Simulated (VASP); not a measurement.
# Dielectric function of BaHfO3

What does the band structure of BaHfO3 give for its optical response? The cell has space group P4mm, a computed entry that need not be the common form of this compound. Within 0.03 Å the cell has the higher symmetry Pm-3m, so small anisotropies below come from that deviation of the entry. The start is a computed cell from the Materials Project.

Program: VASP 6.6.1. Level of theory: PBE; plane waves and PAW (Hf_sv_GW, Ba_sv_GW, O), in the first sound run; inputs show where later runs differ. Results are calculated unless marked as measured.

**1. Starting point**

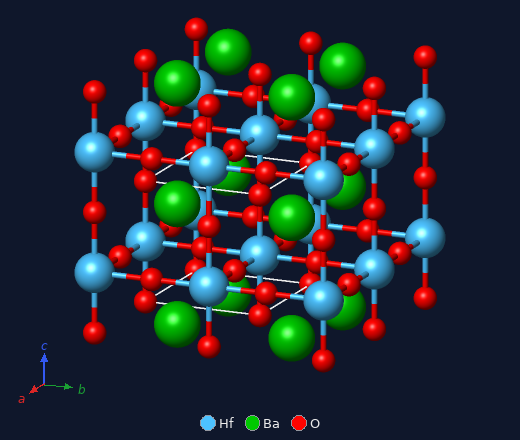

The starting structure, seen slightly off an axis (hafnium blue, barium green, oxygen red). 2×2×2 cells are drawn. Some periodic images of atoms are drawn too.

As a file:

```xyz
5
Lattice="4.1696 0.0000 0.0000 0.0000 4.1696 0.0000 0.0000 0.0000 4.1704" Properties=species:S:1:pos:R:3 pbc="T T T"
Hf    0.0000    0.0000    2.0763
Ba    2.0848    2.0848    4.1555
O     0.0000    0.0000    4.1618
O     2.0848    0.0000    2.0806
O     0.0000    2.0848    2.0806
```

**2. Ground state**

The ground state comes first.

Contents of INCAR:

```
SYSTEM = BaHfO3
PREC = Accurate
ENCUT = 520
EDIFF = 1E-07
NELM = 100
ISMEAR = 0
SIGMA = 0.05
LREAL = .FALSE.
ALGO = Normal
GGA = PE
NBANDS = 26
LASPH = .TRUE.
LORBIT = 11
LWAVE = .FALSE.
LCHARG = .FALSE.
KPAR = 4
```

Contents of POSCAR:

```
BaHfO3
1.0
    4.1695667999      0.0000000000      0.0000000000
    0.0000000000      4.1695667999      0.0000000000
    0.0000000000      0.0000000000      4.1703766343
Hf Ba O
1 1 3
Direct
    0.0000000000      0.0000000000      0.4978753300
    0.5000000000      0.5000000000      0.9964249600
    0.0000000000      0.0000000000      0.9979412200
    0.5000000000      0.0000000000      0.4988901400
    0.0000000000      0.5000000000      0.4988901400
```

Contents of KPOINTS:

```
Automatic mesh
0
Gamma
6 6 6
0 0 0
```

Potentials, in the order of the species: Hf_sv_GW, Ba_sv_GW and O (PBE family, release 64).

Started as:

```
mpirun -np 4 vasp_std
```

The program printed:

```text
[banner, memory and clock lines left out]
running    4 mpi-ranks, on    1 nodes
 distrk:  each k-point on    1 cores,    4 groups
 distr:  one band on    1 cores,    1 groups

 POSCAR found type information on POSCAR HfBaO
 POSCAR found :  3 types and       5 ions
 LDA part: xc-table for (Slater+PW92), standard interpolation
 POSCAR, INCAR and KPOINTS ok, starting setup
 FFT: planning ... GRIDC
 FFT: planning ... GRID_SOFT
 FFT: planning ... GRID
 WAVECAR not read
 entering main loop
       N       E                     dE             d eps       ncg     rms          rms(c)
DAV:   1     0.585158701538E+03    0.58516E+03   -0.18717E+04  2080   0.158E+03
DAV:   2     0.934620262778E+01   -0.57581E+03   -0.56475E+03  3256   0.498E+02
DAV:   3    -0.551154530304E+02   -0.64462E+02   -0.62215E+02  3254   0.222E+02
DAV:   4    -0.568222495142E+02   -0.17068E+01   -0.17001E+01  3268   0.340E+01
DAV:   5    -0.568514822463E+02   -0.29233E-01   -0.29211E-01  3296   0.389E+00    0.725E+01
DAV:   6    -0.477271273017E+02    0.91244E+01   -0.45659E+01  2442   0.384E+01    0.537E+01
DAV:   7    -0.477054514433E+02    0.21676E-01   -0.45439E+00  3434   0.196E+01    0.590E+01
DAV:   8    -0.479771796156E+02   -0.27173E+00   -0.52284E-01  2370   0.539E+00    0.122E+02
DAV:   9    -0.476836201937E+02    0.29356E+00   -0.79507E-01  2520   0.756E+00    0.147E+01
DAV:  10    -0.476826515611E+02    0.96863E-03   -0.32660E-02  3238   0.152E+00    0.117E+01
DAV:  11    -0.476822602299E+02    0.39133E-03   -0.18122E-03  2756   0.301E-01    0.745E+00
DAV:  12    -0.476819873154E+02    0.27291E-03   -0.69845E-04  3192   0.182E-01    0.363E+00
DAV:  13    -0.476819280611E+02    0.59254E-04   -0.16775E-04  2954   0.803E-02    0.119E+00
DAV:  14    -0.476819184854E+02    0.95758E-05   -0.52620E-05  3346   0.432E-02    0.197E-01
DAV:  15    -0.476819186302E+02   -0.14485E-06   -0.17813E-06  2878   0.922E-03    0.305E-02
DAV:  16    -0.476819185926E+02    0.37643E-07   -0.38004E-07  2522   0.420E-03
   1 F= -.47681919E+02 E0= -.47681919E+02  d E =-.619040E-13
```

The job ended after 13 s (4 MPI ranks of Intel Xeon 6975P-C (Granite Rapids), shared host; peak memory 0.95 GiB; 49 s of CPU time).

The logs omit lines about the potential files and the build; timing stands in the text.

Parts of OUTCAR (step 2):

```text
ion  position               nearest neighbor table
   1  0.000  0.000  0.498-   4 2.08   5 2.08   5 2.08   4 2.08   3 2.08   3 2.09
   2  0.500  0.500  0.996-
   3  0.000  0.000  0.998-   1 2.08   1 2.09
   4  0.500  0.000  0.499-   1 2.08   1 2.08
   5  0.000  0.500  0.499-   1 2.08   1 2.08

  LATTYP: Found a simple tetragonal cell.
 ALAT       =     4.1695667999
 C/A-ratio  =     1.0001942251

 Subroutine GETGRP returns: Found  8 space group operations
 (whereof  8 operations were pure point group operations)

The static configuration has the point symmetry C_4v.

 Found     40 irreducible k-points:

   k-points           NKPTS =     40   k-points in BZ     NKDIM =     40   number of bands    NBANDS=     26

   dimension x,y,z NGX =    32 NGY =   32 NGZ =   32
   dimension x,y,z NGXF=    64 NGYF=   64 NGZF=   64

   ENCUT  =  520.0 eV  38.22 Ry    6.18 a.u.   7.75  7.75  7.75*2*pi/ulx,y,z

   NELECT =      40.0000    total number of electrons

 k-points in reciprocal lattice and weights: Automatic mesh
   0.00000000  0.00000000  0.00000000       0.005
   0.16666667  0.00000000  0.00000000       0.019
   0.33333333  0.00000000  0.00000000       0.019
   0.50000000  0.00000000  0.00000000       0.009
   0.16666667  0.16666667  0.00000000       0.019
   0.33333333  0.16666667  0.00000000       0.037
   0.50000000  0.16666667  0.00000000       0.019
   0.33333333  0.33333333  0.00000000       0.019
   0.50000000  0.33333333  0.00000000       0.019
[...]
0.50000000  0.33333333  0.50000000       0.019
   0.50000000  0.50000000  0.50000000       0.005

 average (electrostatic) potential at core
       1 -84.5826       2 -78.8047       3 -68.0399       4 -68.0407       5 -68.0407

 E-fermi :   5.3082

 k-point     1 :       0.0000    0.0000    0.0000
  band No.  band energies     occupation
    ...
     16       4.0949      2.00000
     17       4.0949      2.00000
     18       4.9309      2.00000
     19       4.9313      2.00000
     20       4.9313      2.00000
     21       8.7232      0.00000
     22       8.7232      0.00000
     23       8.7240      0.00000
     24       9.8613      0.00000
     25       9.8629      0.00000
    ...

 k-point     2 :       0.1667    0.0000    0.0000
  band No.  band energies     occupation
    ...
     16       3.8544      2.00000
     17       3.9097      2.00000
     18       4.2802      2.00000
     19       4.8234      2.00000
     20       4.8237      2.00000
     21       8.8234      0.00000
     22       9.3572      0.00000
     23       9.3582      0.00000
     24      10.2863      0.00000
     25      10.2993      0.00000
    ...

 k-point     3 :       0.3333    0.0000    0.0000
  band No.  band energies     occupation
    ...
     16       3.4919      2.00000
     17       3.5492      2.00000
     18       3.5859      2.00000
     19       4.6755      2.00000
     20       4.6758      2.00000
     21       9.0543      0.00000
     22      10.6690      0.00000
     23      10.6701      0.00000
     24      11.1726      0.00000
     25      11.3005      0.00000
    ...

  Total        1.8709680      1.8709680      1.8487093      0.0000000     -0.0000000      0.0000000
  in kB       41.3446957     41.3446957     40.8528224      0.0000000     -0.0000000      0.0000000
  external PRESSURE =      41.1807379 kB  Pullay stress =       0.0000000 kB

  energy-cutoff  :      520.00
  volume of cell :       72.50
      direct lattice vectors                 reciprocal lattice vectors
     4.169566800  0.000000000  0.000000000     0.239833069  0.000000000  0.000000000
     0.000000000  4.169566800  0.000000000     0.000000000  0.239833069  0.000000000
     0.000000000  0.000000000  4.170376634     0.000000000  0.000000000  0.239786496

 POSITION                                       TOTAL-FORCE (eV/Angst)
 -----------------------------------------------------------------------------------
      0.00000      0.00000      2.07633         0.000000      0.000000     -0.016550
      2.08478      2.08478      4.15547         0.000000     -0.000000      0.020320
      0.00000      0.00000      4.16179        -0.000000      0.000000      0.019125
      2.08478      0.00000      2.08056         0.000000      0.000000     -0.011448
      0.00000      2.08478      2.08056         0.000000      0.000000     -0.011448
 -----------------------------------------------------------------------------------
    total drift:                                0.000000      0.000000      0.000190

  FREE ENERGIE OF THE ION-ELECTRON SYSTEM (eV)
  ---------------------------------------------------
  free  energy   TOTEN  =       -47.6819185926 eV

  energy  without entropy=      -47.6819185926  energy(sigma->0) =      -47.68191859

 total charge
# of ion       s       p       d       f       tot
--------------------------------------------------
    1        3.835   6.054   1.228   0.145  11.262
    2        1.798   4.570   0.105   0.020   6.493
    3        1.558   3.498   0.000   0.000   5.056
    4        1.559   3.498   0.000   0.000   5.056
    5        1.559   3.498   0.000   0.000   5.056
--------------------------------------------------
tot         10.308  21.118   1.333   0.165  32.924

[... 3 further parts left out ...]
```

The gap is read on the k-mesh alone, so it is an upper bound where the band edges lie off the mesh.

Numbers from this step:

| Item | Value |
| --- | --- |
| free energy (TOTEN) | -47.68 eV |
| Fermi energy | 5.308 eV |
| pressure | 4.118 GPa |
| gap on the k-mesh | 3.653 eV |
| least direct gap on the k-mesh | 3.792 eV |

The cell has a gap of 3.65 eV on this mesh and a pressure of +4.1 GPa, which holds the misfit of the given cell and coordinates with this functional, and any error of cutoff, mesh and data sets. Spin-orbit coupling is left out, which can shift or reorder these edges.

**3. Spectrum**

LOPTICS sums the direct transitions; the mesh is finer and NBANDS larger than for the ground state.

INCAR: that of step 2 with these lines changed.

```diff
@@ -10,5 +10,4 @@
 GGA = PE
-NBANDS = 26
+NBANDS = 52
 LASPH = .TRUE.
-LORBIT = 11
 LWAVE = .FALSE.
@@ -16 +15,4 @@
 KPAR = 4
+LOPTICS = .TRUE.
+NEDOS = 2000
+CSHIFT = 0.1
```

POSCAR is that of step 2.

Contents of KPOINTS:

```
Automatic mesh
0
Gamma
8 8 8
0 0 0
```

Started as:

```
mpirun -np 4 vasp_std
```

The program printed:

```text
[... set-up lines as in an earlier step ...]
 entering main loop
       N       E                     dE             d eps       ncg     rms          rms(c)
DAV:   1     0.443831287836E+03    0.44383E+03   -0.16663E+04  7808   0.793E+02
DAV:   2    -0.136289345976E+02   -0.45746E+03   -0.41300E+03  8472   0.260E+02
DAV:   3    -0.555282278076E+02   -0.41899E+02   -0.40979E+02  9700   0.913E+01
DAV:   4    -0.568391843758E+02   -0.13110E+01   -0.13084E+01 11512   0.180E+01
DAV:   5    -0.568513654378E+02   -0.12181E-01   -0.12179E-01  9596   0.128E+00    0.715E+01
DAV:   6    -0.479800032306E+02    0.88714E+01   -0.17305E+01  9680   0.192E+01    0.601E+01
DAV:   7    -0.477492342790E+02    0.23077E+00   -0.16234E+00  9180   0.492E+00    0.548E+01
DAV:   8    -0.485956613217E+02   -0.84643E+00   -0.23861E+00 10128   0.763E+00    0.118E+02
DAV:   9    -0.476757588105E+02    0.91990E+00   -0.14240E+00 10156   0.585E+00    0.206E+01
DAV:  10    -0.476822217078E+02   -0.64629E-02   -0.64572E-02  9460   0.113E+00    0.940E+00
DAV:  11    -0.476821823650E+02    0.39343E-04   -0.17132E-03 10300   0.209E-01    0.222E+00
DAV:  12    -0.476822008232E+02   -0.18458E-04   -0.54503E-05 11332   0.382E-02    0.147E+00
DAV:  13    -0.476821963349E+02    0.44883E-05   -0.35672E-05  9576   0.282E-02    0.621E-02
DAV:  14    -0.476821958867E+02    0.44823E-06   -0.16879E-06 10828   0.581E-03    0.399E-02
DAV:  15    -0.476821955444E+02    0.34227E-06   -0.24762E-07 10148   0.199E-03    0.109E-02
DAV:  16    -0.476821956142E+02   -0.69824E-07   -0.12095E-08  5064   0.695E-04
   1 F= -.47682196E+02 E0= -.47682196E+02  d E =-.173812E-11
 optical routines
 imaginary and real dielectric function
 recalculating local potential from charge density
 direction            1
 direction            2
 direction            3
```

Elapsed: 32 s, on 4 MPI ranks; peak memory 2.6 GiB; 2.1 min of CPU time.

Parts of OUTCAR (step 3):

```text
The static configuration has the point symmetry C_4v.

 Found     75 irreducible k-points:

   k-points           NKPTS =     75   k-points in BZ     NKDIM =     75   number of bands    NBANDS=     52

   NELECT =      40.0000    total number of electrons

 E-fermi :   5.2867

 k-point     1 :       0.0000    0.0000    0.0000
  band No.  band energies     occupation
    ...
     16       4.0948      2.00000
     17       4.0948      2.00000
     18       4.9309      2.00000
     19       4.9313      2.00000
     20       4.9313      2.00000
     21       8.7233      0.00000
     22       8.7233      0.00000
     23       8.7241      0.00000
     24       9.8612      0.00000
     25       9.8628      0.00000
    ...

 k-point     2 :       0.1250    0.0000    0.0000
  band No.  band energies     occupation
    ...
     16       3.9489      2.00000
     17       3.9841      2.00000
     18       4.5163      2.00000
     19       4.8637      2.00000
     20       4.8641      2.00000
     21       8.7810      0.00000
     22       9.0970      0.00000
     23       9.0979      0.00000
     24      10.1101      0.00000
     25      10.1149      0.00000
    ...

  Total        1.8695000      1.8695000      1.8471028      0.0000000      0.0000000      0.0000000
  in kB       41.3122552     41.3122552     40.8173221      0.0000000      0.0000000      0.0000000
  external PRESSURE =      41.1472775 kB  Pullay stress =       0.0000000 kB

 POSITION                                       TOTAL-FORCE (eV/Angst)
 -----------------------------------------------------------------------------------
      0.00000      0.00000      2.07633         0.000000     -0.000000     -0.016451
      2.08478      2.08478      4.15547         0.000000      0.000000      0.020325
      0.00000      0.00000      4.16179         0.000000     -0.000000      0.019101
      2.08478      0.00000      2.08056         0.000000     -0.000000     -0.011488
      0.00000      2.08478      2.08056        -0.000000     -0.000000     -0.011488
 -----------------------------------------------------------------------------------
    total drift:                                0.000000      0.000000      0.000190

  FREE ENERGIE OF THE ION-ELECTRON SYSTEM (eV)
  ---------------------------------------------------
  free  energy   TOTEN  =       -47.6821956142 eV

  energy  without entropy=      -47.6821956142  energy(sigma->0) =      -47.68219561

 plasma frequency squared (from intraband transitions) (eV^2)
  --------------------------------------------------------------------------------------
       0.000       0.000       0.000
       0.000       0.000       0.000
       0.000       0.000       0.000

[... 6 parts as in an earlier step ...]

[... 6 further parts left out ...]
```

These are independent-particle spectra without excitons or local fields, and fine structure depends on the mesh and on CSHIFT.

This step gave:

```
Fermi energy : 5.287 eV
pressure     : 4.115 GPa
```

The imaginary dielectric function, xx has structure finer than the step of the table below, so its rows give means over 1 eV, whole bins alone (the curve runs from 0 to 25.0 eV). Peaks (eV: height): 5.2: 3.94, 6.8: 8.13, 7.8: 4.91, 10.4: 5.58, 19.2: 3.42.

Absorption under the direct gap is the tail of the CSHIFT broadening, and fine structure depends on the mesh. The imaginary dielectric function, xx by photon energy; means over each step:

```tsv
photon energy (eV)	imaginary dielectric function, xx
1	0.0129
2	0.0308
3	0.0705
4	0.466
5	2.61
6	4.98
7	6.00
8	4.10
9	4.34
10	5.08
11	4.23
12	2.21
13	1.21
14	1.25
15	1.13
16	2.05
17	2.96
18	2.97
19	3.09
20	1.55
21	1.35
22	1.10
23	0.673
24	0.578
```

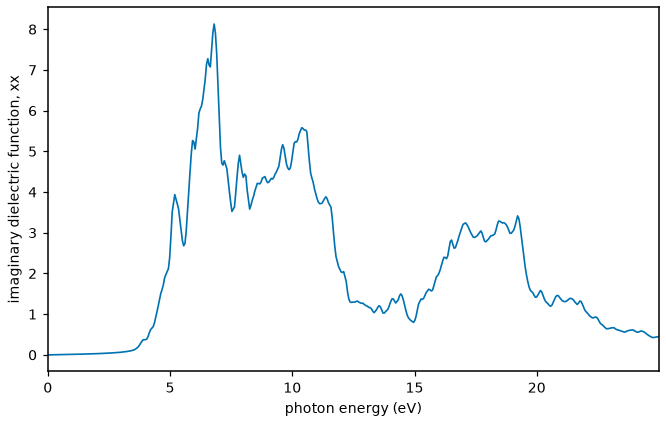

Imaginary dielectric function, xx against photon energy.

Table of real dielectric function, xx by photon energy:

```tsv
photon energy (eV)	real dielectric function, xx
0	4.67
1	4.73
2	4.93
3	5.39
4	6.39
5	8.08
6	6.77
7	0.982
8	2.32
9	2.37
10	1.89
11	-0.583
12	-0.954
13	0.162
14	1.07
15	1.58
16	2.10
17	1.41
18	0.642
19	-0.264
20	-0.735
21	-0.483
22	-0.668
23	-0.352
24	-0.202
```

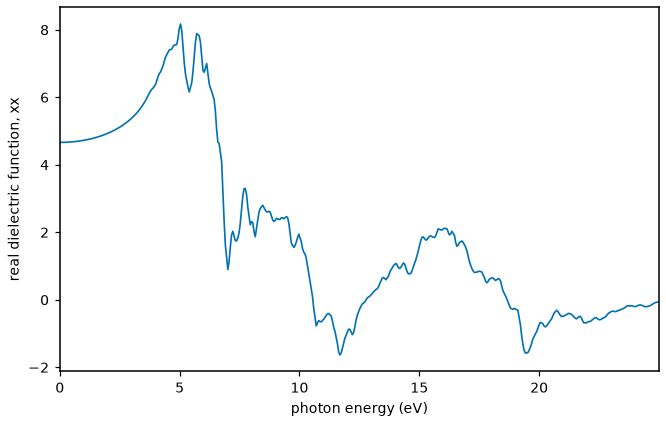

Real dielectric function, xx, plotted against photon energy.

[end of part 1 of 3]

[Lines on the potential files, build, host, timing and source positions are cut from VASP's logs without a mark.]

[Logs are printed without paths, hosts, clocks, repeated set-up lines and the standing remarks that a program may print on its own settings, such as how far it seeks lower states.]

[Hosts, paths, dates, database ids (printed as entryN), source tags and the programs' standing remarks are cut or masked in the printed files.]
